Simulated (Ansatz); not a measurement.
# Geometry relaxation, with input and output: Ge₃Si (part 1 of 2)

- system: Ge₃Si (Cmmm, 4 atoms in the cell)
- method: DFT PBE, scalar-relativistic, plane waves, PAW, no spin polarisation (Ansatz 0.2.0)

The structure was made by a generator, so it may or may not be a known phase. Figures and captions count atoms from 1; the log counts them from 0 in places.

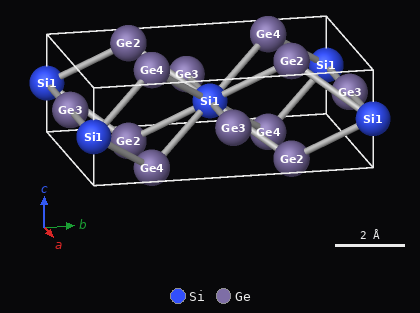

**Figure 1.** The input geometry (ball-and-stick view of the cell 2 times as large as that of the calculation, set on its symmetry axes, seen slightly off an axis; atoms are numbered from 1 in the order of the input).

Summary

| quantity | value |
| --- | --- |
| outcome | converged |
| space group (tolerance 0.01 Å) | Cmmm (65) |
| electrons treated | 46 |
| free energy | −13519.0303 eV |
| Fermi energy | 10.533 eV |
| gap on the k-point mesh | none (metallic) |
| pressure | 0.02 GPa |
| final volume | 73.86 Å³ |
| largest force (length of the vector) at the end | under 0.001 eV/Å |
| final cell | a = 5.290 Å, b = 5.290 Å, c = 2.896 Å, α = 90.00°, β = 90.00°, γ = 114.32° |
| hardware | 1 thread of Intel Xeon @ 2.70GHz, 189 GiB of memory available, shared host |
| wall time | 7 min |
| peak memory | 0.77 GiB |

Input
```yaml
crystal:
  lattice:
    - [2.95590219, -4.18027697, 0.0]
    - [2.95590219, 4.18027697, 0.0]
    - [0.0, 0.0, 2.95590219]
  atoms:
    - { symbol: Si, position: [0.0, 0.0, 0.5] }
    - { symbol: Ge, position: [0.0, 0.5, 0.0] }
    - { symbol: Ge, position: [0.5, 0.5, 0.5] }
    - { symbol: Ge, position: [0.5, 0.0, 0.0] }
basis:
  ecutwfc: 420
kpoints:
  mp_grid: { grid: [10, 10, 16] }
hamiltonian:
  xc: pbe
scf:
  occupations: { method: gaussian, width: 0.1 }
output:
  forces: true
  stress: true
  eigenvalues: true
  write_density: true
  write_potential: true
  elf: true
  volumetric_format: npy
relax:
  adjacent_minimum: "off"
  f_tol: 0.01
  max_steps: 80
  cell: { stress_tol: 0.05 }
```

Run as:
```bash
ansatz run input.yaml --threads 1 --pin off --max-ram 2560MiB --backend cpu --events-out ev --progress --plain --runs-dir out
```

The program's output
```
Engine: ansatz 0.2.0, x86_64-unknown-linux-gnu
Pseudopotentials: kind: paw
Pseudopotential: Si, paw, valence charge 4, recommended cutoff 420 eV (normal), Si.paw.azcp
Pseudopotential: Ge, paw, valence charge 14, recommended cutoff 420 eV (normal), Ge.paw.azcp
Functional definition: PBE
  parameter kappa = 0.804
  parameter beta = 0.06672455060314922
  exchange = pbe_x(kappa = kappa, mu = beta*pi^2/3)
  correlation = pbe_c(beta = beta)
Crystal: 4 atoms, lattice volume = 73.049 Å³
Basis set: ecut = 420 eV, 1417 PW (Γ), exchange–correlation on 72×72×40 points (8 copies of the dense FFT grid, shifted against one another)
Bands: 28, of which v1, the nominal top of the filled ones, is band 23 counted from 1 (22 counted from 0)
Symmetry: 8 space group operations
Space group: Cmmm (ITA 65), of the structure as read, at distance tolerance 4.2e-5 Å
k-points: 279 of 1600
Non-local potential: Si, projectors of the file, l = 0: 2, l = 1: 2, l = 2: 2
Non-local potential: Ge, projectors of the file, l = 0: 2, l = 1: 2, l = 2: 3, l = 3: 1
PAW form: soft (Blöchl's): semilocal exchange-correlation on the pseudo side does not see the compensation charge
PAW one-centre angular grid: Si, 110 points (default); XC on 64 Gauss nodes
PAW one-centre angular grid: Ge, 590 points (default); XC on 64 Gauss nodes
Initial density: superposition of atomic densities (neutral atoms: chi_scale 0, normalization atom), corrected by the library's trained network
Initial wavefunctions: pseudopotential atomic-orbital guess
Functional: x = pbe(κ = 0.804, μ = 0.2195149727645171), c = pbe(β = 0.06672455060314922)
SCF iter   1: F=—  HF=-13518.999929 eV  |F-HF|=—  |Δ(HF+E_count)|=         —  Δρ=1.02e-3  dr2=1.34e-3  ethr=1.77e-3  ⟨swp⟩=5.9  Hψ=71059  notcnv=0  defer=111
automatic band count: the SCF goes on with 33 bands, as 28 were too few: the levels above may hold too much charge
preconditioner: auto → Kerker (q_TF=auto, 2.526 Å⁻¹)  [metal: Δε(μ)=0.012 eV  Ē_g=22.837 eV  σ=0.100 eV  W_gap=0.07  n_scr=22 (ndim 8)  ℏωp=29.5 eV  f_vac=0.000  D(μ)=2.22/eV (n_scr^D=10)]
SCF iter   2: F=—  HF=-13518.999159 eV  |F-HF|=—  |Δ(HF+E_count)|=   7.70e-4  Δρ=6.19e-4  dr2=3.93e-4  ethr=2.91e-6  ⟨swp⟩=2.4  Hψ=17689  notcnv=0  defer=204
SCF iter   3: F=—  HF=-13518.999220 eV  |F-HF|=—  |Δ(HF+E_count)|=   6.11e-5  Δρ=2.72e-4  dr2=8.38e-5  ethr=8.55e-7  ⟨swp⟩=2.0  Hψ=14716  notcnv=0  defer=204
SCF iter   4: F=—  HF=-13518.999225 eV  |F-HF|=—  |Δ(HF+E_count)|=   5.04e-6  Δρ=9.08e-5  dr2=5.73e-6  ethr=1.82e-7  ⟨swp⟩=2.9  Hψ=14996  notcnv=0  defer=204
SCF iter   5: F=—  HF=-13518.999226 eV  |F-HF|=—  |Δ(HF+E_count)|=   1.13e-6  Δρ=2.23e-5  dr2=5.35e-7  ethr=1.25e-8  ⟨swp⟩=2.0  Hψ=14663  notcnv=0  defer=204
SCF iter   6: F=-13518.999226 eV  HF=-13518.999226 eV  |F-HF|=4.59e-8  |Δ(HF+E_count)|=   8.73e-8  Δρ=6.17e-6  dr2=4.07e-8  ethr=2.17e-10  ⟨swp⟩=11.1  Hψ=57462  notcnv=0
SCF 1 converged in 6 iterations: F = -13518.999226 eV  dr2 = 4.07e-8
  greatest PAW one-centre occupation: 0.998 electrons in one spin orbital (limit 2), on the Ge atom at site 1 (counted from 0), in its partial waves of l = 2
relax step   1: F+E_penalty+E_count = -13518.99922625 eV  Δ(F+E_penalty+E_count) = +0.000e0 eV  max|allowed force component| = 1.262e-29 eV/Å  Δτ_max = 0.0000 Å  P = +0.981 GPa  Ω = 73.049 Å³  (6 SCF iters, dr2 threshold 1.00e-7 eV, accepted)
Crystal: 4 atoms, lattice volume = 74.670 Å³
Basis set: ecut = 420 eV, 1435 PW (Γ), exchange–correlation on 72×72×40 points (8 copies of the dense FFT grid, shifted against one another)
Bands: 33, of which v1, the nominal top of the filled ones, is band 23 counted from 1 (22 counted from 0)
Initial density: handed on by an earlier stage of this run
Initial wavefunctions: those handed on with the density
iter 1 solved again at ethr=5.13e-7 eV; its pass at ethr=3.10e-3 eV (dr2=2.36e-4 eV) is discarded
SCF iter   1: F=—  HF=-13519.003353 eV  |F-HF|=—  |Δ(HF+E_count)|=         —  Δρ=5.35e-4  dr2=2.47e-4  ethr=5.13e-7  ⟨swp⟩=2.2  Hψ=50592  notcnv=0
preconditioner: auto → Kerker (q_TF=auto, 2.517 Å⁻¹)  [metal: Δε(μ)=0.007 eV  Ē_g=22.732 eV  σ=0.100 eV  W_gap=0.04  n_scr=22 (ndim 8)  ℏωp=29.1 eV  f_vac=0.000  D(μ)=2.13/eV (n_scr^D=10)]
SCF iter   2: F=—  HF=-13519.003373 eV  |F-HF|=—  |Δ(HF+E_count)|=   1.98e-5  Δρ=3.43e-4  dr2=9.38e-5  ethr=5.13e-7  ⟨swp⟩=1.0  Hψ=9207  notcnv=0
SCF iter   3: F=—  HF=-13519.003361 eV  |F-HF|=—  |Δ(HF+E_count)|=   1.23e-5  Δρ=6.51e-5  dr2=3.09e-6  ethr=2.04e-7  ⟨swp⟩=2.2  Hψ=15650  notcnv=0
SCF iter   4: F=-13519.003359 eV  HF=-13519.003359 eV  |F-HF|=2.25e-7  |Δ(HF+E_count)|=   1.35e-6  Δρ=2.13e-5  dr2=3.58e-7  ethr=8.70e-10  ⟨swp⟩=9.4  Hψ=70574  notcnv=0
SCF 2 converged in 4 iterations: F = -13519.003359 eV  dr2 = 3.58e-7
  greatest PAW one-centre occupation: 0.998 electrons in one spin orbital (limit 2), on the Ge atom at site 3 (counted from 0), in its partial waves of l = 2
relax step   2: F+E_penalty+E_count = -13519.00335925 eV  Δ(F+E_penalty+E_count) = -4.133e-3 eV  max|allowed force component| = 8.086e-30 eV/Å  Δτ_max = 0.0000 Å  P = -0.499 GPa  Ω = 74.670 Å³  energy of the carried Pulay correction = -3.396e-4 eV  (4 SCF iters, dr2 threshold 4.00e-7 eV, accepted)
Crystal: 4 atoms, lattice volume = 74.212 Å³
Basis set: ecut = 420 eV, 1427 PW (Γ), exchange–correlation on 72×72×40 points (8 copies of the dense FFT grid, shifted against one another)
iter 1 solved again at ethr=4.07e-8 eV; its pass at ethr=3.10e-3 eV (dr2=1.87e-5 eV) is discarded
SCF iter   1: F=—  HF=-13519.004766 eV  |F-HF|=—  |Δ(HF+E_count)|=         —  Δρ=1.69e-4  dr2=2.41e-5  ethr=4.07e-8  ⟨swp⟩=2.2  Hψ=42254  notcnv=0
preconditioner: auto → Kerker (q_TF=auto, 2.519 Å⁻¹)  [metal: Δε(μ)=0.007 eV  Ē_g=22.750 eV  σ=0.100 eV  W_gap=0.04  n_scr=22 (ndim 8)  ℏωp=29.2 eV  f_vac=0.000  D(μ)=2.16/eV (n_scr^D=10)]
SCF iter   2: F=—  HF=-13519.004805 eV  |F-HF|=—  |Δ(HF+E_count)|=   3.83e-5  Δρ=1.09e-4  dr2=8.58e-6  ethr=4.07e-8  ⟨swp⟩=1.0  Hψ=9209  notcnv=0
SCF iter   3: F=—  HF=-13519.004804 eV  |F-HF|=—  |Δ(HF+E_count)|=   5.92e-7  Δρ=2.89e-5  dr2=6.42e-7  ethr=1.87e-8  ⟨swp⟩=2.0  Hψ=15636  notcnv=0
SCF iter   4: F=-13519.004804 eV  HF=-13519.004804 eV  |F-HF|=1.53e-8  |Δ(HF+E_count)|=   4.21e-7  Δρ=8.44e-6  dr2=5.31e-8  ethr=8.70e-10  ⟨swp⟩=8.3  Hψ=55043  notcnv=0
SCF 3 converged in 4 iterations: F = -13519.004804 eV  dr2 = 5.31e-8
relax step   3: F+E_penalty+E_count = -13519.00480358 eV  Δ(F+E_penalty+E_count) = -1.444e-3 eV  max|allowed force component| = 2.672e-29 eV/Å  Δτ_max = 0.0000 Å  P = -0.125 GPa  Ω = 74.212 Å³  energy of the carried Pulay correction = -2.444e-4 eV  (4 SCF iters, dr2 threshold 4.00e-7 eV, accepted)
Crystal: 4 atoms, lattice volume = 73.714 Å³
Basis set: ecut = 420 eV, 1403 PW (Γ), exchange–correlation on 72×72×40 points (8 copies of the dense FFT grid, shifted against one another)
iter 1 solved again at ethr=3.97e-7 eV; its pass at ethr=3.10e-3 eV (dr2=1.83e-4 eV) is discarded
SCF iter   1: F=—  HF=-13519.007165 eV  |F-HF|=—  |Δ(HF+E_count)|=         —  Δρ=4.11e-4  dr2=1.20e-4  ethr=3.97e-7  ⟨swp⟩=2.0  Hψ=43735  notcnv=0
preconditioner: auto → Kerker (q_TF=auto, 2.522 Å⁻¹)  [metal: Δε(μ)=0.006 eV  Ē_g=22.787 eV  σ=0.100 eV  W_gap=0.04  n_scr=22 (ndim 8)  ℏωp=29.3 eV  f_vac=0.000  D(μ)=1.96/eV (n_scr^D=10)]
SCF iter   2: F=—  HF=-13519.007193 eV  |F-HF|=—  |Δ(HF+E_count)|=   2.85e-5  Δρ=2.71e-4  dr2=5.13e-5  ethr=2.60e-7  ⟨swp⟩=1.0  Hψ=9207  notcnv=0
SCF iter   3: F=—  HF=-13519.007188 eV  |F-HF|=—  |Δ(HF+E_count)|=   5.03e-6  Δρ=3.74e-5  dr2=5.96e-7  ethr=1.12e-7  ⟨swp⟩=2.1  Hψ=11348  notcnv=0
SCF iter   4: F=-13519.007187 eV  HF=-13519.007187 eV  |F-HF|=8.77e-10  |Δ(HF+E_count)|=   6.57e-7  Δρ=1.35e-5  dr2=9.66e-8  ethr=4.70e-10  ⟨swp⟩=8.6  Hψ=68117  notcnv=0
SCF 4 converged in 4 iterations: F = -13519.007187 eV  dr2 = 9.66e-8
relax step   4: F+E_penalty+E_count = -13519.00718729 eV  Δ(F+E_penalty+E_count) = -2.384e-3 eV  max|allowed force component| = 7.889e-30 eV/Å  Δτ_max = 0.0000 Å  P = +0.292 GPa  Ω = 73.714 Å³  energy of the carried Pulay correction = -1.403e-4 eV  (4 SCF iters, dr2 threshold 2.16e-7 eV, accepted)
Crystal: 4 atoms, lattice volume = 71.240 Å³
Basis set: ecut = 420 eV, 1387 PW (Γ), exchange–correlation on 72×72×40 points (8 copies of the dense FFT grid, shifted against one another)
iter 1 solved again at ethr=1.53e-5 eV; its pass at ethr=3.10e-3 eV (dr2=7.06e-3 eV) is discarded
SCF iter   1: F=—  HF=-13519.002299 eV  |F-HF|=—  |Δ(HF+E_count)|=         —  Δρ=3.38e-3  dr2=7.69e-3  ethr=1.53e-5  ⟨swp⟩=2.1  Hψ=49824  notcnv=0
preconditioner: auto → Kerker (q_TF=auto, 2.536 Å⁻¹)  [metal: Δε(μ)=0.006 eV  Ē_g=22.973 eV  σ=0.100 eV  W_gap=0.03  n_scr=14 (ndim 8)  ℏωp=29.8 eV  f_vac=0.000  D(μ)=2.06/eV (n_scr^D=10)]
SCF iter   2: F=—  HF=-13519.001485 eV  |F-HF|=—  |Δ(HF+E_count)|=   8.14e-4  Δρ=2.21e-3  dr2=3.31e-3  ethr=1.53e-5  ⟨swp⟩=1.0  Hψ=9207  notcnv=0
SCF iter   3: F=—  HF=-13519.000869 eV  |F-HF|=—  |Δ(HF+E_count)|=   6.15e-4  Δρ=2.22e-4  dr2=1.70e-5  ethr=7.20e-6  ⟨swp⟩=1.6  Hψ=10039  notcnv=0
SCF iter   4: F=—  HF=-13519.000837 eV  |F-HF|=—  |Δ(HF+E_count)|=   3.22e-5  Δρ=9.56e-5  dr2=4.07e-6  ethr=3.70e-8  ⟨swp⟩=2.0  Hψ=15645  notcnv=0
SCF iter   5: F=-13519.000839 eV  HF=-13519.000839 eV  |F-HF|=1.59e-7  |Δ(HF+E_count)|=   1.37e-6  Δρ=3.05e-5  dr2=3.96e-7  ethr=8.70e-10  ⟨swp⟩=6.9  Hψ=61961  notcnv=0
SCF 5 converged in 5 iterations: F = -13519.000839 eV  dr2 = 3.96e-7
relax step   5: F+E_penalty+E_count = -13519.00083870 eV  Δ(F+E_penalty+E_count) = +6.349e-3 eV  max|allowed force component| = 1.262e-29 eV/Å  Δτ_max = 0.0000 Å  P = +2.708 GPa  Ω = 71.240 Å³  energy of the carried Pulay correction = +3.881e-4 eV  (5 SCF iters, dr2 threshold 4.00e-7 eV, rejected (line search))
Crystal: 4 atoms, lattice volume = 73.262 Å³
iter 1 solved again at ethr=6.83e-6 eV; its pass at ethr=3.10e-3 eV (dr2=3.14e-3 eV) is discarded
SCF iter   1: F=—  HF=-13519.017620 eV  |F-HF|=—  |Δ(HF+E_count)|=         —  Δρ=2.18e-3  dr2=3.39e-3  ethr=6.83e-6  ⟨swp⟩=2.4  Hψ=50761  notcnv=0
preconditioner: auto → Kerker (q_TF=auto, 2.525 Å⁻¹)  [metal: Δε(μ)=0.010 eV  Ē_g=22.848 eV  σ=0.100 eV  W_gap=0.06  n_scr=14 (ndim 8)  ℏωp=29.4 eV  f_vac=0.000  D(μ)=1.93/eV (n_scr^D=10)]
SCF iter   2: F=—  HF=-13519.017268 eV  |F-HF|=—  |Δ(HF+E_count)|=   3.52e-4  Δρ=1.43e-3  dr2=1.44e-3  ethr=6.83e-6  ⟨swp⟩=1.0  Hψ=9207  notcnv=0
SCF iter   3: F=—  HF=-13519.017029 eV  |F-HF|=—  |Δ(HF+E_count)|=   2.38e-4  Δρ=2.03e-4  dr2=1.89e-5  ethr=3.12e-6  ⟨swp⟩=2.0  Hψ=12704  notcnv=0
SCF iter   4: F=—  HF=-13519.017031 eV  |F-HF|=—  |Δ(HF+E_count)|=   1.42e-6  Δρ=7.19e-5  dr2=2.38e-6  ethr=4.10e-8  ⟨swp⟩=2.0  Hψ=15599  notcnv=0
SCF iter   5: F=—  HF=-13519.017032 eV  |F-HF|=—  |Δ(HF+E_count)|=   1.50e-6  Δρ=1.75e-5  dr2=1.32e-7  ethr=5.16e-9  ⟨swp⟩=2.0  Hψ=10901  notcnv=0
SCF iter   6: F=—  HF=-13519.017032 eV  |F-HF|=—  |Δ(HF+E_count)|=   7.63e-8  Δρ=3.50e-6  dr2=9.53e-9  ethr=2.86e-10  ⟨swp⟩=3.0  Hψ=16076  notcnv=0
SCF iter   7: F=—  HF=-13519.017032 eV  |F-HF|=—  |Δ(HF+E_count)|=   2.47e-9  Δρ=9.32e-7  dr2=6.79e-10  ethr=2.07e-11  ⟨swp⟩=3.0  Hψ=16085  notcnv=0
SCF iter   8: F=—  HF=-13519.017032 eV  |F-HF|=—  |Δ(HF+E_count)|=  1.93e-10  Δρ=4.76e-7  dr2=1.67e-10  ethr=1.48e-12  ⟨swp⟩=2.0  Hψ=15618  notcnv=0
SCF iter   9: F=-13519.017032 eV  HF=-13519.017032 eV  |F-HF|=1.09e-11  |Δ(HF+E_count)|=  9.82e-11  Δρ=1.38e-7  dr2=1.72e-11  ethr=1.00e-12  ⟨swp⟩=4.1  Hψ=39787  notcnv=0
SCF 6 converged in 9 iterations: F = -13519.017032 eV  dr2 = 1.72e-11
relax step   6: F+E_penalty+E_count = -13519.01703224 eV  Δ(F+E_penalty+E_count) = -9.845e-3 eV  max|allowed force component| = 4.536e-30 eV/Å  Δτ_max = 0.0000 Å  P = +0.712 GPa  Ω = 73.262 Å³  energy of the carried Pulay correction = -4.509e-5 eV  (9 SCF iters, accepted)
Crystal: 4 atoms, lattice volume = 73.041 Å³
Basis set: ecut = 420 eV, 1415 PW (Γ), exchange–correlation on 72×72×40 points (8 copies of the dense FFT grid, shifted against one another)
iter 1 solved again at ethr=3.04e-6 eV; its pass at ethr=3.10e-3 eV (dr2=1.40e-3 eV) is discarded
SCF iter   1: F=—  HF=-13519.027299 eV  |F-HF|=—  |Δ(HF+E_count)|=         —  Δρ=1.44e-3  dr2=1.48e-3  ethr=3.04e-6  ⟨swp⟩=1.8  Hψ=49874  notcnv=0
preconditioner: auto → Kerker (q_TF=auto, 2.526 Å⁻¹)  [metal: Δε(μ)=0.006 eV  Ē_g=22.855 eV  σ=0.100 eV  W_gap=0.03  n_scr=14 (ndim 8)  ℏωp=29.5 eV  f_vac=0.000  D(μ)=1.97/eV (n_scr^D=10)]
SCF iter   2: F=—  HF=-13519.027119 eV  |F-HF|=—  |Δ(HF+E_count)|=   1.80e-4  Δρ=9.47e-4  dr2=6.55e-4  ethr=3.04e-6  ⟨swp⟩=1.0  Hψ=9207  notcnv=0
SCF iter   3: F=—  HF=-13519.026978 eV  |F-HF|=—  |Δ(HF+E_count)|=   1.41e-4  Δρ=9.54e-5  dr2=3.30e-6  ethr=1.42e-6  ⟨swp⟩=1.5  Hψ=9996  notcnv=0
SCF iter   4: F=—  HF=-13519.026966 eV  |F-HF|=—  |Δ(HF+E_count)|=   1.23e-5  Δρ=4.54e-5  dr2=7.66e-7  ethr=8.70e-10  ⟨swp⟩=10.2  Hψ=78298  notcnv=0
SCF iter   5: F=-13519.026966 eV  HF=-13519.026966 eV  |F-HF|=3.40e-8  |Δ(HF+E_count)|=   4.72e-7  Δρ=1.23e-5  dr2=7.49e-8  ethr=8.70e-10  ⟨swp⟩=8.3  Hψ=52321  notcnv=0
SCF 7 converged in 5 iterations: F = -13519.026966 eV  dr2 = 7.49e-8
relax step   7: F+E_penalty+E_count = -13519.02696629 eV  Δ(F+E_penalty+E_count) = -9.934e-3 eV  max|allowed force component| = 1.284e-29 eV/Å  Δτ_max = 0.0000 Å  P = +0.763 GPa  Ω = 73.041 Å³  energy of the carried Pulay correction = +1.853e-6 eV  (5 SCF iters, dr2 threshold 4.00e-7 eV, accepted)
Crystal: 4 atoms, lattice volume = 73.707 Å³
iter 1 solved again at ethr=6.03e-7 eV; its pass at ethr=3.10e-3 eV (dr2=2.78e-4 eV) is discarded
SCF iter   1: F=—  HF=-13519.029553 eV  |F-HF|=—  |Δ(HF+E_count)|=         —  Δρ=5.31e-4  dr2=2.30e-4  ethr=6.03e-7  ⟨swp⟩=1.9  Hψ=44479  notcnv=0
preconditioner: auto → Kerker (q_TF=auto, 2.522 Å⁻¹)  [metal: Δε(μ)=0.008 eV  Ē_g=22.817 eV  σ=0.100 eV  W_gap=0.05  n_scr=14 (ndim 8)  ℏωp=29.3 eV  f_vac=0.000  D(μ)=1.84/eV (n_scr^D=6)]
SCF iter   2: F=—  HF=-13519.029519 eV  |F-HF|=—  |Δ(HF+E_count)|=   3.38e-5  Δρ=3.49e-4  dr2=9.89e-5  ethr=5.01e-7  ⟨swp⟩=1.0  Hψ=9207  notcnv=0
SCF iter   3: F=—  HF=-13519.029496 eV  |F-HF|=—  |Δ(HF+E_count)|=   2.26e-5  Δρ=4.71e-5  dr2=9.64e-7  ethr=2.15e-7  ⟨swp⟩=2.4  Hψ=11114  notcnv=0
SCF iter   4: F=-13519.029495 eV  HF=-13519.029495 eV  |F-HF|=6.80e-9  |Δ(HF+E_count)|=   1.01e-6  Δρ=1.86e-5  dr2=1.77e-7  ethr=8.70e-10  ⟨swp⟩=9.3  Hψ=70667  notcnv=0
SCF 8 converged in 4 iterations: F = -13519.029495 eV  dr2 = 1.77e-7
relax step   8: F+E_penalty+E_count = -13519.02949545 eV  Δ(F+E_penalty+E_count) = -2.529e-3 eV  max|allowed force component| = 9.466e-30 eV/Å  Δτ_max = 0.0000 Å  P = +0.129 GPa  Ω = 73.707 Å³  energy of the carried Pulay correction = -1.386e-4 eV  (4 SCF iters, dr2 threshold 4.00e-7 eV, accepted)
Crystal: 4 atoms, lattice volume = 73.893 Å³
iter 1 solved again at ethr=7.67e-8 eV; its pass at ethr=3.10e-3 eV (dr2=3.53e-5 eV) is discarded
SCF iter   1: F=—  HF=-13519.029658 eV  |F-HF|=—  |Δ(HF+E_count)|=         —  Δρ=2.55e-4  dr2=4.64e-5  ethr=7.67e-8  ⟨swp⟩=2.3  Hψ=42886  notcnv=0
preconditioner: auto → Kerker (q_TF=auto, 2.521 Å⁻¹)  [metal: Δε(μ)=0.008 eV  Ē_g=22.799 eV  σ=0.100 eV  W_gap=0.05  n_scr=14 (ndim 8)  ℏωp=29.3 eV  f_vac=0.000  D(μ)=1.73/eV (n_scr^D=6)]
SCF iter   2: F=—  HF=-13519.029655 eV  |F-HF|=—  |Δ(HF+E_count)|=   2.25e-6  Δρ=1.67e-4  dr2=2.01e-5  ethr=7.67e-8  ⟨swp⟩=1.0  Hψ=9207  notcnv=0
SCF iter   3: F=—  HF=-13519.029652 eV  |F-HF|=—  |Δ(HF+E_count)|=   3.90e-6  Δρ=1.88e-5  dr2=1.56e-7  ethr=4.77e-10  ⟨swp⟩=7.7  Hψ=59324  notcnv=0
SCF iter   4: F=-13519.029651 eV  HF=-13519.029651 eV  |F-HF|=1.29e-8  |Δ(HF+E_count)|=   1.14e-7  Δρ=7.77e-6  dr2=2.56e-8  ethr=3.40e-10  ⟨swp⟩=7.1  Hψ=49115  notcnv=0
SCF 9 converged in 4 iterations: F = -13519.029651 eV  dr2 = 2.56e-8
relax step   9: F+E_penalty+E_count = -13519.02965146 eV  Δ(F+E_penalty+E_count) = -1.560e-4 eV  max|allowed force component| = 7.573e-29 eV/Å  Δτ_max = 0.0000 Å  P = -0.024 GPa  Ω = 73.893 Å³  energy of the carried Pulay correction = -1.776e-4 eV  (4 SCF iters, dr2 threshold 2.20e-7 eV, accepted)
Crystal: 4 atoms, lattice volume = 73.864 Å³
iter 1 solved again at ethr=1.84e-8 eV; its pass at ethr=3.10e-3 eV (dr2=8.47e-6 eV) is discarded
SCF iter   1: F=—  HF=-13519.029678 eV  |F-HF|=—  |Δ(HF+E_count)|=         —  Δρ=1.24e-4  dr2=1.10e-5  ethr=1.84e-8  ⟨swp⟩=2.7  Hψ=42760  notcnv=0
preconditioner: auto → Kerker (q_TF=auto, 2.521 Å⁻¹)  [metal: Δε(μ)=0.010 eV  Ē_g=22.801 eV  σ=0.100 eV  W_gap=0.06  n_scr=14 (ndim 8)  ℏωp=29.3 eV  f_vac=0.000  D(μ)=1.80/eV (n_scr^D=6)]
SCF iter   2: F=—  HF=-13519.029678 eV  |F-HF|=—  |Δ(HF+E_count)|=   1.57e-7  Δρ=8.08e-5  dr2=4.76e-6  ethr=1.84e-8  ⟨swp⟩=1.0  Hψ=9207  notcnv=0
SCF iter   3: F=—  HF=-13519.029677 eV  |F-HF|=—  |Δ(HF+E_count)|=   9.99e-7  Δρ=8.48e-6  dr2=3.14e-8  ethr=1.04e-8  ⟨swp⟩=1.1  Hψ=9359  notcnv=0
SCF iter   4: F=-13519.029677 eV  HF=-13519.029677 eV  |F-HF|=1.43e-9  |Δ(HF+E_count)|=   2.62e-8  Δρ=3.82e-6  dr2=6.56e-9  ethr=3.10e-11  ⟨swp⟩=7.8  Hψ=51468  notcnv=0
SCF 10 converged in 4 iterations: F = -13519.029677 eV  dr2 = 6.56e-9
relax step  10: F+E_penalty+E_count = -13519.02967730 eV  Δ(F+E_penalty+E_count) = -2.584e-5 eV  max|allowed force component| = 9.466e-30 eV/Å  Δτ_max = 0.0000 Å  P = -0.003 GPa  Ω = 73.864 Å³  energy of the carried Pulay correction = -1.717e-4 eV  (4 SCF iters, dr2 threshold 1.43e-8 eV, accepted)
Initial wavefunctions: pseudopotential atomic-orbital guess (no wavefunctions were taken with the density)
iter 1 solved again at ethr=1.21e-7 eV; its pass at ethr=3.10e-3 eV (dr2=5.58e-5 eV) is discarded
```
